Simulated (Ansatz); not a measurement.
# C₂₁O: geometry relaxation (part 1 of 3)

The run: geometry relaxation of C₂₁O (slab, 22 atoms in the cell). Method and program: DFT PBE, scalar-relativistic, plane waves, PAW, PAW set soft_1, no spin polarisation (Ansatz 0.2.0).

The structure derives from an entry of the Crystallography Open Database. The input holds or restrains some coordinates. Forces given for the steps count only the free coordinates. Figures and captions count atoms from 1; the log counts them from 0 in places.

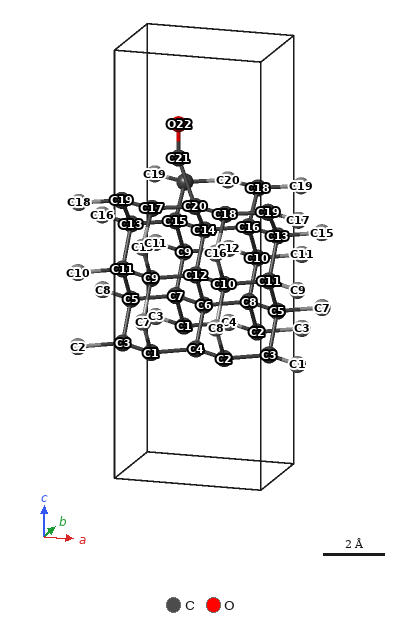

The structure as given in the input (ball-and-stick view of the cell of the calculation, with the vacuum cut short, seen slightly off an axis; neighbours outside the cell are drawn fainter; atoms are numbered from 1 in the order of the input). An atom can appear more than once, as a periodic image.

### The input
```yaml
crystal:
  lattice:
    - [5.0509324483, 0.0, 0.0]
    - [0.0, 3.5715485855, 0.0]
    - [0.0, 0.0, 21.529041219]
  atoms:
    - { symbol: C, position: [0.25, 0.0, 0.1857955475] }
    - { symbol: C, position: [0.75, 0.0, 0.1857955475] }
    - { symbol: C, position: [0.0, 0.25, 0.1857955475] }
    - { symbol: C, position: [0.5, 0.25, 0.1857955475] }
    - { symbol: C, position: [0.0, 0.5, 0.2444480949] }
    - { symbol: C, position: [0.5, 0.5, 0.2444480949] }
    - { symbol: C, position: [0.25, 0.75, 0.2444480949] }
    - { symbol: C, position: [0.75, 0.75, 0.2444480949] }
    - { symbol: C, position: [0.25, 0.00246402, 0.3028262705] }
    - { symbol: C, position: [0.75, 0.00246402, 0.3028262705] }
    - { symbol: C, position: [0.0, 0.24753598, 0.3028262705] }
    - { symbol: C, position: [0.5, 0.24753598, 0.3028262705] }
    - { symbol: C, position: [0.0, 0.5097084338, 0.3631087774] }
    - { symbol: C, position: [0.5, 0.5097084338, 0.3631087774] }
    - { symbol: C, position: [0.25, 0.7402915662, 0.3631087774] }
    - { symbol: C, position: [0.75, 0.7402915662, 0.3631087774] }
    - { symbol: C, position: [0.25, 0.0294931932, 0.4124215811] }
    - { symbol: C, position: [0.75, 0.0294931932, 0.4124215811] }
    - { symbol: C, position: [0.0, 0.2205068068, 0.4124215811] }
    - { symbol: C, position: [0.5, 0.2205068068, 0.4124215811] }
    - { symbol: C, position: [0.375, 0.2794931932, 0.4838862158] }
    - { symbol: O, position: [0.375, 0.2794931932, 0.5373024357] }
basis:
  ecutwfc: 420
kpoints:
  mp_grid: { grid: [5, 8, 1] }
hamiltonian:
  xc: pbe
  pseudopotentials: { kind: paw, azcp: { folder: soft_1 } }
scf:
  occupations: { method: gaussian, width: 0.05 }
output:
  forces: true
  eigenvalues: true
  write_density: true
  write_potential: true
  elf: true
  volumetric_format: npy
relax:
  adjacent_minimum: "off"
  f_tol: 0.025
  max_steps: 16
  constraints:
    - { sites: [0, 1, 2, 3, 4, 5, 6, 7, 8, 9, 10, 11, 12, 13, 14, 15, 16, 17, 18, 19] }
    - { sites: [20, 21], fix: xy }
efield:
  axis: 3
  dipole_correction: true
  ramp_width: 0.04
```

Hardware: 2 threads of Arm Neoverse N1, 98 GiB of memory available, shared host.

Command:
```bash
ansatz run input.yaml --threads 2 --pin off --max-ram 6144MiB --backend cpu --events-out ev --progress --plain --runs-dir out
```

### Log
```
Engine: ansatz 0.2.0, aarch64-unknown-linux-gnu
Pseudopotentials: kind: paw
Pseudopotential: C, paw, valence charge 4, recommended cutoff 420 eV (normal), [file]
Pseudopotential: O, paw, valence charge 6, recommended cutoff 420 eV (normal), [file]
Functional definition: PBE
  parameter kappa = 0.804
  parameter beta = 0.06672455060314922
  exchange = pbe_x(kappa = kappa, mu = beta*pi^2/3)
  correlation = pbe_c(beta = beta)
Crystal: 22 atoms, lattice volume = 388.376 Å³
Basis set: ecut = 420 eV, 7573 PW (Γ), exchange–correlation on 72×48×288 points (8 copies of the dense FFT grid, shifted against one another)
Bands: 67, of which v1, the nominal top of the filled ones, is band 45 counted from 1 (44 counted from 0)
Symmetry: 1 space group operations
Space group: P1 (ITA 1), of the structure as read, at distance tolerance 7.3e-5 Å
k-points: 21 of 40 (time reversal used)
Non-local potential: C, projectors of the file, l = 0: 2, l = 1: 2, l = 2: 1
Non-local potential: O, projectors of the file, l = 0: 2, l = 1: 2, l = 2: 1
PAW form: soft (Blöchl's): semilocal exchange-correlation on the pseudo side does not see the compensation charge
PAW one-centre angular grid: C, 110 points (default); XC on 64 Gauss nodes
PAW one-centre angular grid: O, 110 points (default); XC on 64 Gauss nodes
Initial density: superposition of atomic densities (neutral atoms: chi_scale 0, normalization atom)
Initial wavefunctions: pseudopotential atomic-orbital guess
Functional: x = pbe(κ = 0.804, μ = 0.2195149727645171), c = pbe(β = 0.06672455060314922)
SCF iter   1: F=—  HF=-5826.109395 eV  |F-HF|=—  |Δ(HF+E_count)|=         —  Δρ=8.01e-2  dr2=2.28e1  ethr=3.10e-3  p=0.000 e·Å  D=7.18e-8 V/Å  ΔV_dip=-0.00 eV  dr2_dipole=3.03e-1  V_vac-E_F(+/−)=8.24/8.24 eV  ⟨swp⟩=7.4  Hψ=8545  notcnv=0  defer=182
efield: sawtooth ramp at fractional position 0.8415 (placed from the atoms, in the widest stretch of the axis that holds none; the zero of the levels goes with the place), width 0.0400; the density the first Hamiltonian is built on has a dipole p = 0.000 e·Å; the dipole correction subtracts the counter field D = 7.18e-8 V/Å, which shifts the + side's vacuum level by -0.00 eV against the − side's; the planar-averaged density in the ramp window peaks in size at 6.5e-7 e/Å³
preconditioner: auto → LDOS  [metal: Δε(μ)=0.016 eV  Ē_g=15.738 eV  σ=0.050 eV  W_gap=0.18  n_scr=54 (ndim 8)  ℏωp=17.9 eV  f_vac=0.560  D(μ)=5.22/eV (n_scr^D=24)  β→1.0]
SCF iter   2: F=—  HF=-5819.635834 eV  |F-HF|=—  |Δ(HF+E_count)|=    6.47e0  Δρ=3.43e-2  dr2=4.75e0  ethr=3.10e-3  p=0.146 e·Å  D=6.80e-2 V/Å  ΔV_dip=-1.46 eV  dr2_dipole=4.21e-1  V_vac-E_F(+/−)=4.74/6.20 eV  ⟨swp⟩=4.6  Hψ=3538  notcnv=0  defer=354
SCF iter   3: F=—  HF=-5818.881861 eV  |F-HF|=—  |Δ(HF+E_count)|=   7.54e-1  Δρ=9.02e-3  dr2=6.42e-1  ethr=3.10e-3  p=0.057 e·Å  D=2.64e-2 V/Å  ΔV_dip=-0.57 eV  dr2_dipole=1.10e-1  V_vac-E_F(+/−)=5.85/6.42 eV  ⟨swp⟩=3.7  Hψ=2614  notcnv=0  defer=356
SCF iter   4: F=—  HF=-5818.804717 eV  |F-HF|=—  |Δ(HF+E_count)|=   7.71e-2  Δρ=2.08e-3  dr2=4.17e-2  ethr=7.13e-4  p=0.057 e·Å  D=2.63e-2 V/Å  ΔV_dip=-0.57 eV  dr2_dipole=1.30e-3  V_vac-E_F(+/−)=5.71/6.28 eV  ⟨swp⟩=2.7  Hψ=2361  notcnv=0  defer=352
SCF iter   5: F=—  HF=-5818.800662 eV  |F-HF|=—  |Δ(HF+E_count)|=   4.05e-3  Δρ=9.22e-4  dr2=4.64e-3  ethr=4.63e-5  p=0.059 e·Å  D=2.76e-2 V/Å  ΔV_dip=-0.59 eV  dr2_dipole=3.30e-8  V_vac-E_F(+/−)=5.55/6.14 eV  ⟨swp⟩=2.2  Hψ=2121  notcnv=0  defer=352
SCF iter   6: F=—  HF=-5818.800728 eV  |F-HF|=—  |Δ(HF+E_count)|=   6.60e-5  Δρ=3.49e-4  dr2=9.22e-4  ethr=5.15e-6  p=0.055 e·Å  D=2.58e-2 V/Å  ΔV_dip=-0.56 eV  dr2_dipole=8.15e-5  V_vac-E_F(+/−)=5.53/6.09 eV  ⟨swp⟩=2.0  Hψ=2147  notcnv=0  defer=352
SCF iter   7: F=—  HF=-5818.800678 eV  |F-HF|=—  |Δ(HF+E_count)|=   5.06e-5  Δρ=1.07e-4  dr2=1.27e-4  ethr=1.02e-6  p=0.054 e·Å  D=2.50e-2 V/Å  ΔV_dip=-0.54 eV  dr2_dipole=1.51e-5  V_vac-E_F(+/−)=5.53/6.07 eV  ⟨swp⟩=2.0  Hψ=1945  notcnv=0  defer=352
SCF iter   8: F=—  HF=-5818.800693 eV  |F-HF|=—  |Δ(HF+E_count)|=   1.46e-5  Δρ=5.09e-5  dr2=1.70e-5  ethr=1.41e-7  p=0.052 e·Å  D=2.44e-2 V/Å  ΔV_dip=-0.53 eV  dr2_dipole=1.16e-6  V_vac-E_F(+/−)=5.53/6.05 eV  ⟨swp⟩=2.0  Hψ=1927  notcnv=0  defer=352
SCF iter   9: F=-5818.800695 eV  HF=-5818.800694 eV  |F-HF|=9.55e-7  |Δ(HF+E_count)|=   1.62e-6  Δρ=1.23e-5  dr2=8.29e-7  ethr=1.74e-8  p=0.052 e·Å  D=2.43e-2 V/Å  ΔV_dip=-0.52 eV  dr2_dipole=1.46e-8  V_vac-E_F(+/−)=5.53/6.05 eV  ⟨swp⟩=38.1  Hψ=21406  notcnv=0
SCF 1 converged in 9 iterations: F = -5818.800695 eV  dr2 = 8.29e-7
  greatest PAW one-centre occupation: 0.889 electrons in one spin orbital (limit 2), on the O atom at site 21 (counted from 0), in its partial waves of l = 0
relax step   1: F+E_penalty+E_count = -5818.80069511 eV  Δ(F+E_penalty+E_count) = +0.000e0 eV  max|allowed force component| = 3.243e0 eV/Å  Δτ_max = 0.0000 Å  (9 SCF iters, dr2 threshold 1.56e-5 eV, accepted)
Initial density: handed on by an earlier stage of this run
Initial wavefunctions: those handed on with the density
iter 1 solved again at ethr=1.42e-4 eV; its pass at ethr=3.10e-3 eV (dr2=1.28e-1 eV) is discarded
SCF iter   1: F=—  HF=-5818.904465 eV  |F-HF|=—  |Δ(HF+E_count)|=         —  Δρ=4.59e-3  dr2=1.30e-1  ethr=1.42e-4  p=0.052 e·Å  D=2.43e-2 V/Å  ΔV_dip=-0.52 eV  dr2_dipole=5.42e-2  V_vac-E_F(+/−)=5.55/6.07 eV  ⟨swp⟩=2.0  Hψ=5120  notcnv=0  defer=314
efield: sawtooth ramp at fractional position 0.8415 (handed on by an earlier solve), width 0.0400; the density the first Hamiltonian is built on has a dipole p = 0.052 e·Å; the dipole correction subtracts the counter field D = 2.43e-2 V/Å, which shifts the + side's vacuum level by -0.52 eV against the − side's; the planar-averaged density in the ramp window peaks in size at 7.2e-7 e/Å³
preconditioner: auto → LDOS  [metal: Δε(μ)=0.016 eV  Ē_g=15.075 eV  σ=0.050 eV  W_gap=0.18  n_scr=54 (ndim 8)  ℏωp=17.9 eV  f_vac=0.572  D(μ)=6.27/eV (n_scr^D=28)  β→1.0]
SCF iter   2: F=—  HF=-5818.896169 eV  |F-HF|=—  |Δ(HF+E_count)|=   8.30e-3  Δρ=1.55e-3  dr2=1.09e-2  ethr=1.42e-4  p=0.030 e·Å  D=1.41e-2 V/Å  ΔV_dip=-0.30 eV  dr2_dipole=1.20e-3  V_vac-E_F(+/−)=5.74/6.04 eV  ⟨swp⟩=2.4  Hψ=2116  notcnv=0  defer=314
SCF iter   3: F=—  HF=-5818.895247 eV  |F-HF|=—  |Δ(HF+E_count)|=   9.22e-4  Δρ=4.55e-4  dr2=9.82e-4  ethr=1.21e-5  p=0.034 e·Å  D=1.59e-2 V/Å  ΔV_dip=-0.34 eV  dr2_dipole=1.91e-4  V_vac-E_F(+/−)=5.71/6.05 eV  ⟨swp⟩=2.0  Hψ=2284  notcnv=0  defer=329
SCF iter   4: F=-5818.895172 eV  HF=-5818.895174 eV  |F-HF|=1.95e-6  |Δ(HF+E_count)|=   7.23e-5  Δρ=9.56e-5  dr2=4.15e-5  ethr=1.11e-7  p=0.033 e·Å  D=1.54e-2 V/Å  ΔV_dip=-0.33 eV  dr2_dipole=4.17e-6  V_vac-E_F(+/−)=5.71/6.05 eV  ⟨swp⟩=26.2  Hψ=18423  notcnv=0
SCF 2 converged in 4 iterations: F = -5818.895172 eV  dr2 = 4.15e-5
  greatest PAW one-centre occupation: 0.887 electrons in one spin orbital (limit 2), on the O atom at site 21 (counted from 0), in its partial waves of l = 0
relax step   2: F+E_penalty+E_count = -5818.89517235 eV  Δ(F+E_penalty+E_count) = -9.448e-2 eV  max|allowed force component| = 1.894e0 eV/Å  Δτ_max = 0.0508 Å  (4 SCF iters, dr2 threshold 1.00e-4 eV, accepted)
iter 1 solved again at ethr=8.72e-4 eV; its pass at ethr=3.10e-3 eV (dr2=7.85e-1 eV) is discarded
SCF iter   1: F=—  HF=-5819.053564 eV  |F-HF|=—  |Δ(HF+E_count)|=         —  Δρ=1.66e-2  dr2=7.99e-1  ethr=8.72e-4  p=0.033 e·Å  D=1.54e-2 V/Å  ΔV_dip=-0.33 eV  dr2_dipole=1.88e-1  V_vac-E_F(+/−)=5.74/6.07 eV  ⟨swp⟩=1.2  Hψ=6412  notcnv=0  defer=306
efield: sawtooth ramp at fractional position 0.8415 (handed on by an earlier solve), width 0.0400; the density the first Hamiltonian is built on has a dipole p = 0.033 e·Å; the dipole correction subtracts the counter field D = 1.54e-2 V/Å, which shifts the + side's vacuum level by -0.33 eV against the − side's; the planar-averaged density in the ramp window peaks in size at 6.6e-7 e/Å³
preconditioner: auto → LDOS  [metal: Δε(μ)=0.007 eV  Ē_g=15.248 eV  σ=0.050 eV  W_gap=0.08  n_scr=54 (ndim 8)  ℏωp=17.9 eV  f_vac=0.577  D(μ)=5.55/eV (n_scr^D=24)  β→1.0]
SCF iter   2: F=—  HF=-5818.989856 eV  |F-HF|=—  |Δ(HF+E_count)|=   6.37e-2  Δρ=6.69e-3  dr2=2.15e-1  ethr=8.72e-4  p=-0.006 e·Å  D=-2.92e-3 V/Å  ΔV_dip=0.06 eV  dr2_dipole=2.16e-3  V_vac-E_F(+/−)=6.10/6.04 eV  ⟨swp⟩=3.1  Hψ=2143  notcnv=0  defer=306
SCF iter   3: F=—  HF=-5818.952351 eV  |F-HF|=—  |Δ(HF+E_count)|=   3.75e-2  Δρ=4.04e-3  dr2=7.36e-2  ethr=2.39e-4  p=-0.017 e·Å  D=-7.81e-3 V/Å  ΔV_dip=0.17 eV  dr2_dipole=4.70e-3  V_vac-E_F(+/−)=6.20/6.03 eV  ⟨swp⟩=3.1  Hψ=2762  notcnv=0  defer=364
SCF iter   4: F=—  HF=-5818.938583 eV  |F-HF|=—  |Δ(HF+E_count)|=   1.38e-2  Δρ=4.48e-4  dr2=7.90e-4  ethr=8.18e-5  p=-0.008 e·Å  D=-3.55e-3 V/Å  ΔV_dip=0.08 eV  dr2_dipole=7.52e-5  V_vac-E_F(+/−)=6.11/6.03 eV  ⟨swp⟩=2.1  Hψ=2088  notcnv=0  defer=364
SCF iter   5: F=—  HF=-5818.938510 eV  |F-HF|=—  |Δ(HF+E_count)|=   7.34e-5  Δρ=1.31e-4  dr2=8.24e-5  ethr=1.11e-7  p=-0.009 e·Å  D=-3.99e-3 V/Å  ΔV_dip=0.09 eV  dr2_dipole=2.19e-6  V_vac-E_F(+/−)=6.12/6.03 eV  ⟨swp⟩=29.0  Hψ=19358  notcnv=0
SCF iter   6: F=-5818.938529 eV  HF=-5818.938536 eV  |F-HF|=7.08e-6  |Δ(HF+E_count)|=   2.64e-5  Δρ=5.18e-5  dr2=1.70e-5  ethr=9.15e-8  p=-0.009 e·Å  D=-4.08e-3 V/Å  ΔV_dip=0.09 eV  dr2_dipole=2.70e-6  V_vac-E_F(+/−)=6.12/6.03 eV  ⟨swp⟩=22.5  Hψ=17114  notcnv=0
SCF 3 converged in 6 iterations: F = -5818.938529 eV  dr2 = 1.70e-5
  greatest PAW one-centre occupation: 0.886 electrons in one spin orbital (limit 2), on the O atom at site 21 (counted from 0), in its partial waves of l = 0
relax step   3: F+E_penalty+E_count = -5818.93852919 eV  Δ(F+E_penalty+E_count) = -4.336e-2 eV  max|allowed force component| = 1.189e0 eV/Å  Δτ_max = 0.1948 Å  (6 SCF iters, dr2 threshold 1.00e-4 eV, accepted)
SCF iter   1: F=—  HF=-5819.029568 eV  |F-HF|=—  |Δ(HF+E_count)|=         —  Δρ=7.56e-3  dr2=1.96e-1  ethr=1.71e-3  p=-0.009 e·Å  D=-4.08e-3 V/Å  ΔV_dip=0.09 eV  dr2_dipole=4.80e-2  V_vac-E_F(+/−)=6.11/6.02 eV  ⟨swp⟩=4.6  Hψ=3758  notcnv=0  defer=242
efield: sawtooth ramp at fractional position 0.8415 (handed on by an earlier solve), width 0.0400; the density the first Hamiltonian is built on has a dipole p = -0.009 e·Å; the dipole correction subtracts the counter field D = -4.08e-3 V/Å, which shifts the + side's vacuum level by +0.09 eV against the − side's; the planar-averaged density in the ramp window peaks in size at 5.6e-7 e/Å³
preconditioner: auto → LDOS  [metal: Δε(μ)=0.044 eV  Ē_g=15.193 eV  σ=0.050 eV  W_gap=0.46  n_scr=54 (ndim 8)  ℏωp=17.9 eV  f_vac=0.574  D(μ)=5.52/eV (n_scr^D=24)  β→1.0]
SCF iter   2: F=—  HF=-5819.003268 eV  |F-HF|=—  |Δ(HF+E_count)|=   2.63e-2  Δρ=2.38e-3  dr2=2.32e-2  ethr=2.17e-4  p=-0.005 e·Å  D=-2.38e-3 V/Å  ΔV_dip=0.05 eV  dr2_dipole=1.93e-3  V_vac-E_F(+/−)=6.08/6.03 eV  ⟨swp⟩=3.1  Hψ=2725  notcnv=0  defer=362
SCF iter   3: F=—  HF=-5819.001173 eV  |F-HF|=—  |Δ(HF+E_count)|=   2.09e-3  Δρ=1.50e-3  dr2=8.76e-3  ethr=2.58e-5  p=0.006 e·Å  D=2.81e-3 V/Å  ΔV_dip=-0.06 eV  dr2_dipole=2.58e-4  V_vac-E_F(+/−)=5.97/6.03 eV  ⟨swp⟩=2.4  Hψ=2096  notcnv=0  defer=362
SCF iter   4: F=—  HF=-5818.999461 eV  |F-HF|=—  |Δ(HF+E_count)|=   1.71e-3  Δρ=2.59e-4  dr2=3.56e-4  ethr=9.73e-6  p=0.005 e·Å  D=2.36e-3 V/Å  ΔV_dip=-0.05 eV  dr2_dipole=4.50e-5  V_vac-E_F(+/−)=5.98/6.03 eV  ⟨swp⟩=2.0  Hψ=1948  notcnv=0  defer=360
SCF iter   5: F=-5818.999410 eV  HF=-5818.999413 eV  |F-HF|=3.47e-6  |Δ(HF+E_count)|=   4.80e-5  Δρ=6.17e-5  dr2=1.43e-5  ethr=1.11e-7  p=0.004 e·Å  D=1.82e-3 V/Å  ΔV_dip=-0.04 eV  dr2_dipole=1.95e-6  V_vac-E_F(+/−)=6.00/6.03 eV  ⟨swp⟩=26.1  Hψ=18221  notcnv=0
SCF 4 converged in 5 iterations: F = -5818.999410 eV  dr2 = 1.43e-5
relax step   4: F+E_penalty+E_count = -5818.99941003 eV  Δ(F+E_penalty+E_count) = -6.088e-2 eV  max|allowed force component| = 1.049e-1 eV/Å  Δτ_max = 0.0850 Å  (5 SCF iters, dr2 threshold 1.00e-4 eV, accepted)
```
